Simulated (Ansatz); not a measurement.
## What a change does: geometry relaxation on Si

System: Si (P6/mmm, 1 atom in the cell).
Method of the first run: Kohn-Sham DFT of a periodic cell, PBEsol0, Ansatz PAW, no spin polarisation (Ansatz 0.2.0).

The structure derives from a Materials Project entry. Text and figures count atoms from 1; the logs count them from 0 in places.

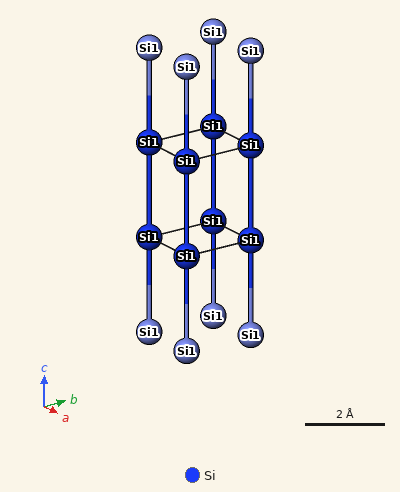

**Figure 1.** The structure as given in the input (ball-and-stick view of the cell of the calculation, seen slightly off an axis; neighbours outside the cell are drawn fainter; atoms are numbered from 1 in the order of the input).

### The input, the first run
```yaml
crystal:
  lattice:
    - [2.6205428149, 0.0, 0.0]
    - [-1.3102714075, 2.2694566494, 0.0]
    - [0.0, 0.0, 2.46635439]
  atoms:
    - { symbol: Si, position: [0.0, 0.0, 0.0] }
hamiltonian:
  xc: { exchange: pbesol, correlation: pbesol, exx: { coeff: 0.25 } }
  pseudopotentials: { kind: paw }
kpoints:
  mp_grid: { grid: [6, 6, 6] }
scf:
  occupations: { method: fermi_dirac, width: 0.05 }
output:
  forces: true
  stress: true
  eigenvalues: true
relax:
  f_tol: 0.01
  max_steps: 40
  cell: { stress_tol: 0.05 }
```

Hardware: 1 × NVIDIA H100 80GB HBM3, 2 threads of AMD EPYC (Zen 3), 1656 GiB of memory available, shared host.

### Output, shortened to warnings, some set-up lines, iterations and results (the first run)
```
Basis set: ecut = 420 eV, 279 PW (Γ), exchange–correlation on 36×36×36 points (8 copies of the dense FFT grid, shifted against one another)
Symmetry: 24 space group operations
k-points: 28 of 216
Initial density: superposition of atomic densities (neutral atoms: chi_scale 0, normalization atom), corrected by the library's trained network
[...]
SCF iter   1: F=—  HF=-621.265015 eV  |F-HF|=—  |Δ(HF+E_count)|=         —  Δρ=3.33e-3  dr2=1.78e-3  ethr=1.77e-3  ⟨swp⟩=6.4  Hψ=801  notcnv=0
SCF iter   2: F=—  HF=-621.264392 eV  |F-HF|=—  |Δ(HF+E_count)|=   6.23e-4  Δρ=1.10e-3  dr2=1.66e-4  ethr=4.15e-6  ⟨swp⟩=2.1  Hψ=531  notcnv=0  defer=1
SCF iter   3: F=—  HF=-621.264340 eV  |F-HF|=—  |Δ(HF+E_count)|=   5.23e-5  Δρ=1.35e-4  dr2=8.44e-7  ethr=4.15e-6  ⟨swp⟩=2.1  Hψ=240  notcnv=0  defer=1
SCF iter   4: F=—  HF=-621.264341 eV  |F-HF|=—  |Δ(HF+E_count)|=   1.08e-6  Δρ=1.30e-5  dr2=9.44e-9  ethr=2.11e-8  ⟨swp⟩=3.7  Hψ=312  notcnv=0
SCF iter   5: F=—  HF=-621.264341 eV  |F-HF|=—  |Δ(HF+E_count)|=  9.56e-10  Δρ=3.56e-6  dr2=5.99e-10  ethr=2.36e-10  ⟨swp⟩=2.3  Hψ=239  notcnv=0
[... 61 lines ...]
SCF 11 converged in 3 iterations: F = -625.893826 eV  dr2 = 1.80e-12
SCF iter   1: F=—  HF=-625.893826 eV  |F-HF|=—  |Δ(HF+E_count)|=         —  Δρ=9.26e-8  dr2=5.81e-13  ethr=3.50e-11  ⟨swp⟩=11.5  Hψ=1058  notcnv=0
SCF iter   2: F=-625.893826 eV  HF=-625.893826 eV  |F-HF|=3.41e-13  |Δ(HF+E_count)|=    0.00e0  Δρ=3.12e-8  dr2=1.30e-13  ethr=1.00e-12  ⟨swp⟩=2.0  Hψ=225  notcnv=0
SCF 12 converged in 2 iterations: F = -625.893826 eV  dr2 = 1.30e-13
relax step   5: F+E_penalty+E_count = -625.89382640 eV  Δ(F+E_penalty+E_count) = -2.079e-5 eV  max|allowed force component| = 0.000e0 eV/Å  Δτ_max = 0.0000 Å  P = +0.001 GPa  …
basis re-selected at this cell: Δ(F+E_penalty+E_count) = -2.079e-5 eV, ΔP = +0.001 GPa vs the last step (what re-selecting the basis moved, of the pressure what is left beyond the Pulay correction that the steps carried, after the strain that the cell walked since its last selection, with what the …
hybrid SCF converged: 2 outer / 5 inner (+0 warm-up), last move |dexx| = 9.06e-13 eV, tail = 2.70e-13 eV
Stability not checked: this state was not tested for a lower state beside it, because the functional holds exact exchange (a hybrid, or Hartree-Fock), whose exchange loop this test does not read (fock_operator; see scf.lower_state_search)
Free energy (F): -625.893826 eV
Frozen-core exchange: fock
Harris-Foulkes:  -625.893826 eV  (|F-HF|=3.41e-13)
Internal energy: -625.893817 eV  (E = F + TS)
E sigma→0 (E₀):  -625.893822 eV
Entropy (-TS):   -0.000009 eV (-0.009 meV/atom)
Fermi energy:    10.814844 eV
--- Per-component energies (eV) ---
  E_band       = 13.385622
  E_kinetic    = 41.422767
  E_local      = -0.382552  (includes V_loc(G=0)·N_el)
  E_nonlocal   = 25.086725
  E_hartree    = 1.041957
  E_xc         = -43.366165
  E_vxc        = -37.637549  (∫ρ·V_xc dr)
  E_exx        = -7.083564  (= α·E_x^exact, valence–valence)
  E_paw        = -508.259971  (= ΣΔE_a)
  E_vpaw       = -3.020561  (= ΣTr[D̂ρ^β])
  E_aug_tail   = 0.000006  (compensation charges beyond the density's cutoff)
  E_ewald      = -134.318193
  E_core_change = -0.034827  (= ΣΔE_core)
  E_smearing   = -0.000009  (= −TS)
  E_closure    = 0.000000  (closes the sum)
  Σ components = -625.893826   (vs F -625.893826, Δ=0.00e0)
--- Forces (eV/Å), atoms counted from 1 ---
  atom   1  Si     0.00000000    -0.00000000     0.00000000
  max |Σ_I F_I| component: 2.15e-27 eV/Å
--- Stress (GPa, compression-positive) ---
       -0.001020      -0.000000      -0.000000
        0.000000      -0.001020      -0.000000
       -0.000000      -0.000000       0.003583
  P = ⅓ Tr σ = 0.0005 GPa (0.005 kbar)
--- Relaxed structure (4 steps of the walk, 4 accepted, 1 SCFs on fresh bases) ---
  F+E_penalty+E_count = -625.89382640 eV   max|allowed force component| = 0.000e0 eV/Å   (the final SCF, on the basis selected at the relaxed cell)
  cell:  # Å, volume = 14.7563 Å³
    - [2.612346078467622, 2.8777229616260102e-11, -4.471297620428527e-19]
[...]
```

The second run used a changed input.

### The two runs side by side

```tsv
quantity	the first run	the second run
outcome	converged	converged
free energy per atom (eV)	−625.8938	−636.0089
gap on the mesh (eV)	0.00	0.00
pressure (GPa)	0.00	0.01
volume per atom (Å³)	14.76	14.93
largest force (eV/Å)	0.000	0.000
irreducible k-points	28	28
wall time (shared host)	27 s	30 s
```

Which change of the input explains these differences?

The change (lines with − go, lines with + come):
```diff
-  xc: { exchange: pbesol, correlation: pbesol, exx: { coeff: 0.25 } }
+  xc: pbe0
```

The total energies belong to different methods, so their difference says nothing on which is more stable or more accurate. The volume per atom goes from 14.76 to 14.93 Å³.

### Output, shortened to warnings, some set-up lines, iterations and results (the second run)
```
Basis set: ecut = 420 eV, 279 PW (Γ), exchange–correlation on 36×36×36 points (8 copies of the dense FFT grid, shifted against one another)
Symmetry: 24 space group operations
k-points: 28 of 216
Initial density: superposition of atomic densities (neutral atoms: chi_scale 0, normalization atom), corrected by the library's trained network
[...]
SCF iter   1: F=—  HF=-635.470512 eV  |F-HF|=—  |Δ(HF+E_count)|=         —  Δρ=3.07e-3  dr2=1.72e-3  ethr=1.77e-3  ⟨swp⟩=6.2  Hψ=797  notcnv=0
SCF iter   2: F=—  HF=-635.469930 eV  |F-HF|=—  |Δ(HF+E_count)|=   5.82e-4  Δρ=9.83e-4  dr2=1.67e-4  ethr=4.17e-6  ⟨swp⟩=2.1  Hψ=533  notcnv=0  defer=2
SCF iter   3: F=—  HF=-635.469881 eV  |F-HF|=—  |Δ(HF+E_count)|=   4.85e-5  Δρ=9.63e-5  dr2=3.84e-7  ethr=4.17e-6  ⟨swp⟩=2.4  Hψ=249  notcnv=0  defer=1
SCF iter   4: F=—  HF=-635.469883 eV  |F-HF|=—  |Δ(HF+E_count)|=   1.69e-6  Δρ=2.11e-5  dr2=3.85e-8  ethr=9.59e-9  ⟨swp⟩=4.0  Hψ=330  notcnv=0  defer=1
SCF iter   5: F=—  HF=-635.469883 eV  |F-HF|=—  |Δ(HF+E_count)|=   3.96e-9  Δρ=8.41e-6  dr2=4.88e-9  ethr=9.63e-10  ⟨swp⟩=2.0  Hψ=229  notcnv=0
[... 61 lines ...]
SCF 11 converged in 3 iterations: F = -636.008922 eV  dr2 = 2.15e-12
SCF iter   1: F=—  HF=-636.008922 eV  |F-HF|=—  |Δ(HF+E_count)|=         —  Δρ=1.11e-7  dr2=6.68e-13  ethr=5.24e-11  ⟨swp⟩=11.4  Hψ=1055  notcnv=0
SCF iter   2: F=-636.008922 eV  HF=-636.008922 eV  |F-HF|=2.27e-13  |Δ(HF+E_count)|=  5.68e-13  Δρ=4.69e-8  dr2=1.61e-13  ethr=1.00e-12  ⟨swp⟩=2.0  Hψ=225  notcnv=0
SCF 12 converged in 2 iterations: F = -636.008922 eV  dr2 = 1.61e-13
relax step   5: F+E_penalty+E_count = -636.00892247 eV  Δ(F+E_penalty+E_count) = -4.642e-5 eV  max|allowed force component| = 0.000e0 eV/Å  Δτ_max = 0.0000 Å  P = +0.009 GPa  …
basis re-selected at this cell: Δ(F+E_penalty+E_count) = -4.642e-5 eV, ΔP = +0.006 GPa vs the last step (what re-selecting the basis moved, of the pressure what is left beyond the Pulay correction that the steps carried, after the strain that the cell walked since its last selection, with what the …
hybrid SCF converged: 2 outer / 5 inner (+0 warm-up), last move |dexx| = 1.19e-12 eV, tail = 3.33e-13 eV
Stability not checked: this state was not tested for a lower state beside it, because the functional holds exact exchange (a hybrid, or Hartree-Fock), whose exchange loop this test does not read (fock_operator; see scf.lower_state_search)
Free energy (F): -636.008922 eV
Frozen-core exchange: fock
Harris-Foulkes:  -636.008922 eV  (|F-HF|=2.27e-13)
Internal energy: -636.008914 eV  (E = F + TS)
E sigma→0 (E₀):  -636.008918 eV
Entropy (-TS):   -0.000008 eV (-0.008 meV/atom)
Fermi energy:    10.701815 eV
--- Per-component energies (eV) ---
  E_band       = 13.132005
  E_kinetic    = 41.144537
  E_local      = -0.536419  (includes V_loc(G=0)·N_el)
  E_nonlocal   = 24.872103
  E_hartree    = 1.063218
  E_xc         = -43.471378
  E_vxc        = -37.358151  (∫ρ·V_xc dr)
  E_exx        = -7.060244  (= α·E_x^exact, valence–valence)
  E_paw        = -518.160724  (= ΣΔE_a)
  E_vpaw       = -2.996018  (= ΣTr[D̂ρ^β])
  E_aug_tail   = 0.000006  (compensation charges beyond the density's cutoff)
  E_ewald      = -133.803401
  E_core_change = -0.056611  (= ΣΔE_core)
  E_smearing   = -0.000008  (= −TS)
  E_closure    = 0.000000  (closes the sum)
  Σ components = -636.008922   (vs F -636.008922, Δ=0.00e0)
--- Forces (eV/Å), atoms counted from 1 ---
  atom   1  Si     0.00000000    -0.00000000     0.00000000
  max |Σ_I F_I| component: 2.15e-26 eV/Å
--- Stress (GPa, compression-positive) ---
        0.006171       0.000000      -0.000000
        0.000000       0.006171      -0.000000
       -0.000000      -0.000000       0.013853
  P = ⅓ Tr σ = 0.0087 GPa (0.087 kbar)
--- Relaxed structure (4 steps of the walk, 4 accepted, 1 SCFs on fresh bases) ---
  F+E_penalty+E_count = -636.00892247 eV   max|allowed force component| = 0.000e0 eV/Å   (the final SCF, on the basis selected at the relaxed cell)
  cell:  # Å, volume = 14.9277 Å³
    - [2.622854845550819, 2.8892993153768458e-11, -8.146291031727041e-19]
[...]
```
